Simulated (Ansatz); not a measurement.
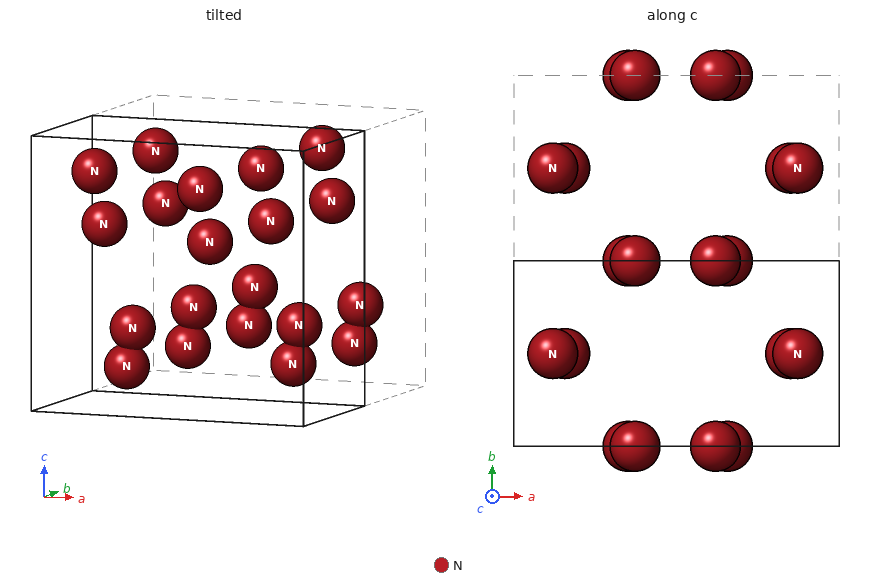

Shown here is a spheres-only view of the crystal, taken slightly off an axis and along the c axis. One conventional unit cell is drawn solid; the view covers 1×2×1 cells.

N, space group Cm (No. 8), a = 7.13 Å, b = 4.06 Å, c = 6.77 Å, α = 90.00°, β = 90.24°, γ = 90.00°.

Computational set-up: DFT PBEsol, scalar-relativistic, plane waves, PAW in Ansatz 0.2.0, plane-wave cutoff 420 eV, k-points about 0.30 Å⁻¹ apart, Gaussian smearing of 0.02 eV, no spin polarisation.

Q: Classify it as metallic or gapped, with the value.

A: An insulator at this level, with a gap of 5.38 eV on the k-mesh (the true edges may lie between mesh points, so the gap can be somewhat smaller).

Q: Give the pressure and its sign.

A: The computed pressure is 6.5 GPa (compressed: it would expand). The stress isn't hydrostatic: its largest component is 18.8 GPa.

Starting structure: a structure listed in the Materials Project. The cell was then strained or its atoms displaced on purpose. A calculation with Ansatz used it as input.

At this level of theory the cell isn't at rest (compressed, at 7 GPa and forces up to 31.1 eV/Å), so its distances can differ from those at equilibrium, the more so the softer the solid.
